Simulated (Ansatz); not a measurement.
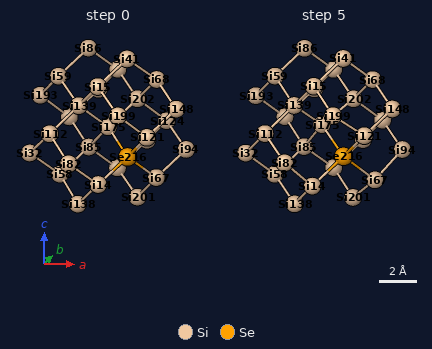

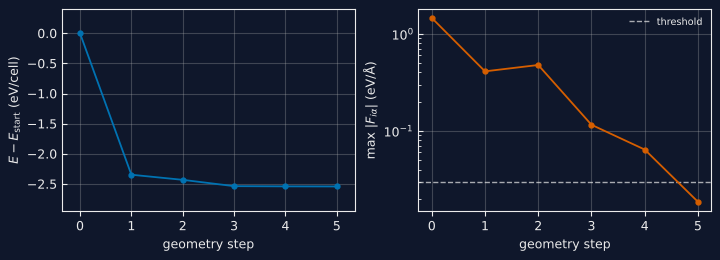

First and last geometry of a relaxation of a defect cell of composition Si215Se, with the history of the run. A ball-and-stick model of the atoms within 5.0 Å of the atom that moves most (axes of the cell of the calculation (origin shifted)), seen slightly off an axis.

Computed with DFT, PBEsol, PAW, plane waves (Ansatz). Set-up: plane-wave cutoff 420 eV; k-point mesh 1 × 1 × 1; mesh shifted by (0.25, 0.25, 0.25); no spin polarisation; atoms relaxed in a fixed cell; force threshold 0.03 eV/Å; at most 80 steps.

### What do the curves and the structures tell?

It converged. Over 5 geometry steps the energy falls by 2.542 eV per cell of the calculation. The largest force component goes from 1.5 to 0.019 eV/Å. The largest moves, 0.22 Å, are those of Si atoms. By element the largest moves are Si 0.22 Å, Se 0.03 Å. The cell stays as it was. Among the contacts that change: Se–Si 2.327 → 2.549 Å, Se–Si 2.361 → 2.549 Å, Se–Si 2.348 → 2.503 Å, Si–Si 2.407 → 2.320 Å. Bond angles that change, for instance: Si–Si–Se 110.5° → 103.8°, Si–Si–Si 110.3° → 104.2°, Si–Si–Si 108.4° → 113.3°. Cost: 14 s on 1 × NVIDIA GB200 with 8 threads of Arm Neoverse-V2, peak memory 3.1 GiB.

| step | E − E(0), meV/atom | largest force component, eV/Å |
| --- | --- | --- |
| 0 | 0.00 | 1.4594 |
| 1 | -10.87 | 0.4110 |
| 2 | -11.26 | 0.4777 |
| 3 | -11.75 | 0.1156 |
| 4 | -11.76 | 0.0642 |
| 5 | -11.77 | 0.0186 |
